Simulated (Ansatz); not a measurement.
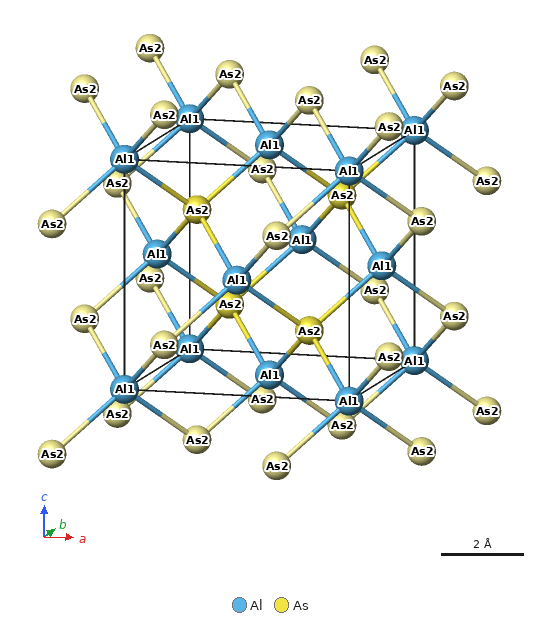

The structure of the first run (ball-and-stick view of the cell 4 times as large as that of the calculation, set on its symmetry axes, seen slightly off an axis; neighbours outside the cell are drawn fainter; atoms are numbered from 1 in the order of the input).

## What a change does: geometry relaxation on AlAs

System: AlAs (2 atoms in the cell).
Method of the first run: DFT, r2SCAN, plane waves, PAW, no spin polarisation (Ansatz 0.2.0).

The structure derives from an entry of the Crystallography Open Database. The geometry comes from this level: PBE. Text and figures count atoms from 1; the logs count them from 0 in places.

The input, the first run:
```yaml
crystal:
  lattice:
    - [0.0, 2.8638066096, 2.8638066096]
    - [2.8638066096, 0.0, 2.8638066096]
    - [2.8638066096, 2.8638066096, 0.0]
  atoms:
    - { symbol: Al, position: [0.0, 0.0, 0.0] }
    - { symbol: As, position: [0.25, 0.25, 0.25] }
kpoints:
  mp_grid: { grid: [8, 8, 8] }
hamiltonian:
  xc: r2scan
scf:
  occupations: { method: fermi_dirac, width: 0.02 }
relax:
  f_tol: 0.005
  cell: {}
```

Command:
```bash
ansatz run input.yaml --threads 2 --pin off --max-ram 2211MiB --backend cpu --events-out ev --progress --plain --runs-dir out
```

Hardware: 2 threads of an x86-64 CPU, shared host.

Output, shortened to warnings, some set-up lines, iterations and results (the first run):
```
Basis set: ecut = 500 eV, 1243 PW (Γ), exchange–correlation on 120×120×120 points (64 copies of the dense FFT grid, shifted against one another)
Symmetry: 24 space group operations
k-points: 29 of 512 (time reversal used)
Initial density: superposition of atomic densities (neutral atoms: chi_scale 0, normalization atom), corrected by the library's trained network
[...]
SCF iter   1: F=—  HF=-5406.217489 eV  |F-HF|=—  |Δ(HF+E_count)|=         —  Δρ=3.11e-3  dr2=9.13e-3  dr2_τ=8.02e-3  ethr=1.77e-3  ⟨swp⟩=6.0  Hψ=2359  notcnv=0
SCF iter   2: F=—  HF=-5406.236197 eV  |F-HF|=—  |Δ(HF+E_count)|=   1.87e-2  Δρ=1.48e-3  dr2=1.02e-3  dr2_τ=2.83e-5  ethr=5.07e-5  ⟨swp⟩=2.9  Hψ=1043  notcnv=0
SCF iter   3: F=—  HF=-5406.236148 eV  |F-HF|=—  |Δ(HF+E_count)|=   4.95e-5  Δρ=7.01e-4  dr2=1.81e-4  dr2_τ=2.77e-6  ethr=5.69e-6  ⟨swp⟩=2.8  Hψ=738  notcnv=0
SCF iter   4: F=—  HF=-5406.236190 eV  |F-HF|=—  |Δ(HF+E_count)|=   4.26e-5  Δρ=1.12e-4  dr2=3.39e-6  dr2_τ=5.30e-8  ethr=1.00e-6  ⟨swp⟩=2.0  Hψ=466  notcnv=0
SCF iter   5: F=—  HF=-5406.236192 eV  |F-HF|=—  |Δ(HF+E_count)|=   1.79e-6  Δρ=1.77e-5  dr2=1.17e-7  dr2_τ=7.76e-10  ethr=1.88e-8  ⟨swp⟩=2.6  Hψ=598  notcnv=0
[... 17 lines ...]
SCF iter   2: F=—  HF=-5406.243462 eV  |F-HF|=—  |Δ(HF+E_count)|=   1.94e-7  Δρ=4.59e-6  dr2=1.56e-9  dr2_τ=4.37e-10  ethr=2.99e-11  ⟨swp⟩=2.4  Hψ=661  notcnv=0
SCF iter   3: F=—  HF=-5406.243462 eV  |F-HF|=—  |Δ(HF+E_count)|=   1.15e-8  Δρ=1.11e-6  dr2=1.96e-10  dr2_τ=2.72e-11  ethr=8.66e-12  ⟨swp⟩=2.0  Hψ=493  notcnv=0
SCF iter   4: F=-5406.243462 eV  HF=-5406.243462 eV  |F-HF|=5.09e-11  |Δ(HF+E_count)|=  5.93e-10  Δρ=2.76e-7  dr2=5.91e-12  dr2_τ=2.10e-12  ethr=1.00e-12  ⟨swp⟩=4.0  Hψ=1737  …
SCF 4 converged in 4 iterations: F = -5406.243462 eV  dr2 = 5.91e-12
relax step   4: F+E_penalty+E_count = -5406.24346155 eV  Δ(F+E_penalty+E_count) = +7.052e-5 eV  max|allowed force component| = 3.263e-17 eV/Å  Δτ_max = 0.0000 Å  P = +0.003 …
basis re-selected at this cell: Δ(F+E_penalty+E_count) = +7.052e-5 eV, ΔP = -0.000 GPa vs the last step (what re-selecting the basis moved, of the pressure what is left beyond the Pulay correction that the steps carried, after the strain that the cell walked since its last selection, with what the …
SCF converged after 4 iterations
Free energy (F): -5406.243462 eV
Harris-Foulkes:  -5406.243462 eV  (|F-HF|=5.09e-11)
Internal energy: -5406.243462 eV  (E = F + TS)
E sigma→0 (E₀):  -5406.243462 eV
Fermi energy:    6.965538 eV
--- Per-component energies (eV) ---
  E_band       = -278.698998
  E_kinetic    = 126.842149
  E_local      = -2122.734220  (includes V_loc(G=0)·N_el)
  E_nonlocal   = -660.212336
  E_hartree    = 1135.819518
  E_xc         = -111.231256
  E_vxc        = -115.690692  (∫ρ·V_xc dr)
  E_paw        = -2321.247052  (= ΣΔE_a)
  E_vpaw       = 215.910281  (= ΣTr[D̂ρ^β])
  E_aug_tail   = -0.000007  (compensation charges beyond the density's cutoff)
  E_vtau       = 5.546731  (kinetic-family band-sum trace: ∫τ·v_τ [+ j·A + Jᵃ·Aᵃ] dr)
  E_ewald      = -1451.962742
  E_core_change = -1.517516  (= ΣΔE_core)
  E_smearing   = -0.000000  (= −TS)
  E_closure    = -0.000000  (closes the sum)
  Σ components = -5406.243462   (vs F -5406.243462, Δ=0.00e0)
--- Forces (eV/Å), atoms counted from 1 ---
  atom   1  Al     0.00000000    -0.00000000    -0.00000000
  atom   2  As    -0.00000000    -0.00000000     0.00000000
  max |Σ_I F_I| component: 6.43e-17 eV/Å
--- Stress (GPa, compression-positive) ---
        0.002708       0.000000       0.000000
        0.000000       0.002708       0.000000
       -0.000000       0.000000       0.002708
  P = ⅓ Tr σ = 0.0027 GPa (0.027 kbar)
--- Relaxed structure (3 steps of the walk, 3 accepted, 1 SCFs on fresh bases) ---
  F+E_penalty+E_count = -5406.24346155 eV   max|allowed force component| = 3.263e-17 eV/Å   (the final SCF, on the basis selected at the relaxed cell)
  cell:  # Å, volume = 45.7606 Å³
    - [1.1209818472370299e-33, 2.838925175576978, 2.838925175576978]
    - [2.838925175576978, 3.7960521645072145e-33, 2.838925175576978]
    - [2.838925175576978, 2.838925175576978, 3.235561240888699e-33]
  atoms:
    - { symbol: Al, position: [-9.022802028801982e-34, 7.677788061775601e-34, 9.35905552055858e-34] }
    - { symbol: As, position: [0.25, 0.25, 0.25] }
```

The second run used a changed input.

The two runs side by side:

```tsv
quantity	the first run	the second run
outcome	converged	converged
free energy per atom (eV)	−2703.1217	−2643.7450
pressure (GPa)	0.00	0.02
volume per atom (Å³)	22.88	22.29
largest force (eV/Å)	0.000	0.000
SCF iterations	19	20
irreducible k-points	29	29
wall time (shared host)	8.8 s	4 s
```

What was changed in the input?

The change (lines with − go, lines with + come):
```diff
-  xc: r2scan
+  xc: lda
```

The total energies belong to different methods, so their difference says nothing on which is more stable or more accurate. The volume per atom goes from 22.88 to 22.29 Å³. The functional changes from r2SCAN to LDA. The SCF takes 20 iterations over all geometry steps against 19. The default cutoff goes from 500 to 420 eV with the change.

Output, shortened to warnings, some set-up lines, iterations and results (the second run):
```
Basis set: ecut = 420 eV, 941 PW (Γ)
Symmetry: 24 space group operations
k-points: 29 of 512 (time reversal used)
Initial density: superposition of atomic densities (neutral atoms: chi_scale 0, normalization atom), corrected by the library's trained network
[...]
SCF iter   1: F=—  HF=-5287.463751 eV  |F-HF|=—  |Δ(HF+E_count)|=         —  Δρ=4.04e-3  dr2=4.58e-3  ethr=1.77e-3  ⟨swp⟩=6.0  Hψ=2352  notcnv=0
SCF iter   2: F=—  HF=-5287.462679 eV  |F-HF|=—  |Δ(HF+E_count)|=   1.07e-3  Δρ=2.02e-3  dr2=9.48e-4  ethr=2.54e-5  ⟨swp⟩=2.2  Hψ=773  notcnv=0
SCF iter   3: F=—  HF=-5287.462571 eV  |F-HF|=—  |Δ(HF+E_count)|=   1.08e-4  Δρ=2.30e-4  dr2=3.84e-5  ethr=5.27e-6  ⟨swp⟩=1.0  Hψ=377  notcnv=0
SCF iter   4: F=—  HF=-5287.462562 eV  |F-HF|=—  |Δ(HF+E_count)|=   9.44e-6  Δρ=2.98e-5  dr2=3.68e-7  ethr=2.13e-7  ⟨swp⟩=2.0  Hψ=466  notcnv=0
SCF iter   5: F=—  HF=-5287.462561 eV  |F-HF|=—  |Δ(HF+E_count)|=   1.29e-7  Δρ=1.16e-5  dr2=7.04e-8  ethr=2.04e-9  ⟨swp⟩=2.0  Hψ=638  notcnv=0
[... 18 lines ...]
SCF iter   3: F=—  HF=-5287.489963 eV  |F-HF|=—  |Δ(HF+E_count)|=   9.99e-9  Δρ=6.01e-6  dr2=6.63e-9  ethr=3.32e-10  ⟨swp⟩=2.0  Hψ=486  notcnv=0
SCF iter   4: F=—  HF=-5287.489963 eV  |F-HF|=—  |Δ(HF+E_count)|=  3.21e-10  Δρ=1.25e-6  dr2=2.07e-10  ethr=3.68e-11  ⟨swp⟩=2.0  Hψ=636  notcnv=0
SCF iter   5: F=-5287.489963 eV  HF=-5287.489963 eV  |F-HF|=1.82e-12  |Δ(HF+E_count)|=  1.36e-10  Δρ=1.40e-7  dr2=2.84e-12  ethr=1.00e-12  ⟨swp⟩=3.6  Hψ=1623  notcnv=0
SCF 4 converged in 5 iterations: F = -5287.489963 eV  dr2 = 2.84e-12
relax step   4: F+E_penalty+E_count = -5287.48996340 eV  Δ(F+E_penalty+E_count) = +3.827e-4 eV  max|allowed force component| = 4.156e-17 eV/Å  Δτ_max = 0.0000 Å  P = +0.019 …
basis re-selected at this cell: Δ(F+E_penalty+E_count) = +3.827e-4 eV, ΔP = -0.012 GPa vs the last step (what re-selecting the basis moved, of the pressure what is left beyond the Pulay correction that the steps carried, after the strain that the cell walked since its last selection, with what the …
SCF converged after 5 iterations
Free energy (F): -5287.489963 eV
Harris-Foulkes:  -5287.489963 eV  (|F-HF|=1.82e-12)
Internal energy: -5287.489963 eV  (E = F + TS)
E sigma→0 (E₀):  -5287.489963 eV
Fermi energy:    6.970463 eV
--- Per-component energies (eV) ---
  E_band       = -269.421133
  E_kinetic    = 127.820126
  E_local      = -2109.232151  (includes V_loc(G=0)·N_el)
  E_nonlocal   = -654.073996
  E_hartree    = 1126.640220
  E_xc         = -118.634501
  E_vxc        = -109.356368  (∫ρ·V_xc dr)
  E_paw        = -2197.476685  (= ΣΔE_a)
  E_vpaw       = 222.140834  (= ΣTr[D̂ρ^β])
  E_aug_tail   = 0.000003  (compensation charges beyond the density's cutoff)
  E_ewald      = -1464.663926
  E_core_change = 2.130947  (= ΣΔE_core)
  E_smearing   = -0.000000  (= −TS)
  E_closure    = 0.000000  (closes the sum)
  Σ components = -5287.489963   (vs F -5287.489963, Δ=0.00e0)
--- Forces (eV/Å), atoms counted from 1 ---
  atom   1  Al     0.00000000    -0.00000000    -0.00000000
  atom   2  As    -0.00000000     0.00000000     0.00000000
  max |Σ_I F_I| component: 7.42e-17 eV/Å
--- Stress (GPa, compression-positive) ---
        0.019081       0.000000       0.000000
        0.000000       0.019081       0.000000
        0.000000       0.000000       0.019081
  P = ⅓ Tr σ = 0.0191 GPa (0.191 kbar)
--- Relaxed structure (3 steps of the walk, 3 accepted, 1 SCFs on fresh bases) ---
  F+E_penalty+E_count = -5287.48996340 eV   max|allowed force component| = 4.156e-17 eV/Å   (the final SCF, on the basis selected at the relaxed cell)
  cell:  # Å, volume = 44.5804 Å³
    - [3.311991821382133e-34, 2.81430675507657, 2.81430675507657]
    - [2.81430675507657, 2.4394093607487634e-33, 2.81430675507657]
    - [2.81430675507657, 2.81430675507657, 2.159163898939506e-33]
  atoms:
[...]
```
